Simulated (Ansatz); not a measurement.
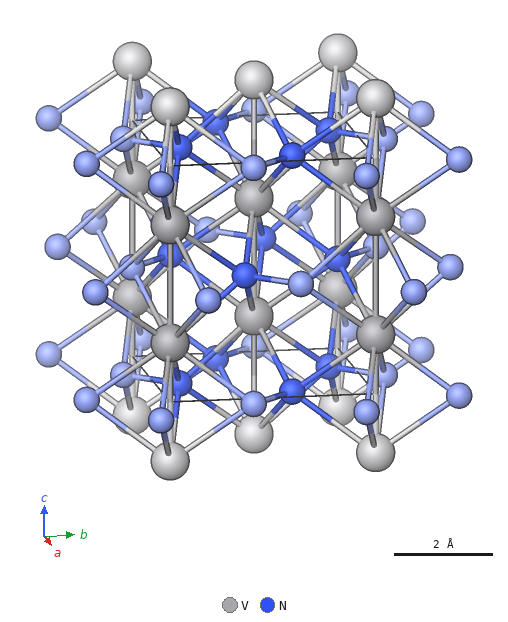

Fig. 1: The structure (ball-and-stick view of the cell 2 times as large as that of the calculation, set on its symmetry axes, seen slightly off an axis; neighbours outside the cell are drawn fainter).

Single-point calculation of VN$_{2}$

The run: single-point calculation of VN$_{2}$ (I4/mcm, 6 atoms in the cell). Method and program: DFT PBE, scalar-relativistic, plane waves, PAW (Ansatz 0.2.0).

The structure derives from an entry of the Crystallography Open Database. It belongs to a series of runs on one base structure; here: input fault: no empty bands beside a smearing.

**The input**
```yaml
crystal:
  lattice:
    - [-2.15075, 2.15075, 2.49135]
    - [2.15075, -2.15075, 2.49135]
    - [2.15075, 2.15075, -2.49135]
  atoms:
    - { symbol: V, position: [0.25, 0.25, 0.0] }
    - { symbol: V, position: [0.75, 0.75, 0.0] }
    - { symbol: "N", position: [0.1151, 0.6151, 0.7302] }
    - { symbol: "N", position: [0.6151, 0.8849, 0.5] }
    - { symbol: "N", position: [0.8849, 0.3849, 0.2698] }
    - { symbol: "N", position: [0.3849, 0.1151, 0.5] }
basis:
  ecutwfc: 420
kpoints:
  mp_grid: { grid: [12, 12, 12] }
hamiltonian:
  xc: pbe
scf:
  occupations: { method: gaussian, width: 0.1 }
  n_extra_bands: 0
output:
  forces: true
  stress: true
  eigenvalues: true
```

Hardware: 1 thread of Intel Xeon @ 2.50GHz (Skylake/Cascade Lake), 32 GiB of memory available, shared host.

Run as:
```bash
ansatz run input.yaml --threads 1 --pin off --max-ram 2560MiB --backend cpu --events-out ev --progress --plain --runs-dir out
```

**What the program printed**
```
Error: inconsistent input (scf.n_extra_bands, scf.occupations.method): n_bands = 23 leaves no empty band above the 23 bands per channel that the deck's 46 electrons occupy, and the occupations search for the Fermi level (a smearing at a finite width, or tetrahedra): a level found among occupied bands alone can fill a metal as an insulator; raise scf.n_extra_bands until at least 24 bands are solved (omitted, it auto-derives to 29) (see scf.n_extra_bands in the input reference)
```

**Outcome**

| quantity | value |
| --- | --- |
| outcome | refused by the program |
| space group (tolerance 0.01 Å) | I4/mcm (140) |

**Diagnosis**

The program refused the input: “inconsistent input (scf.n_extra_bands, scf.occupations.method): n_bands = 23 leaves no empty band above the 23 bands per channel that the deck's 46 electrons occupy, and the occupations search for the Fermi level (a smearing at a finite width, or tetrahedra): a level found among occupied bands alone can fill a metal as an insulator …”
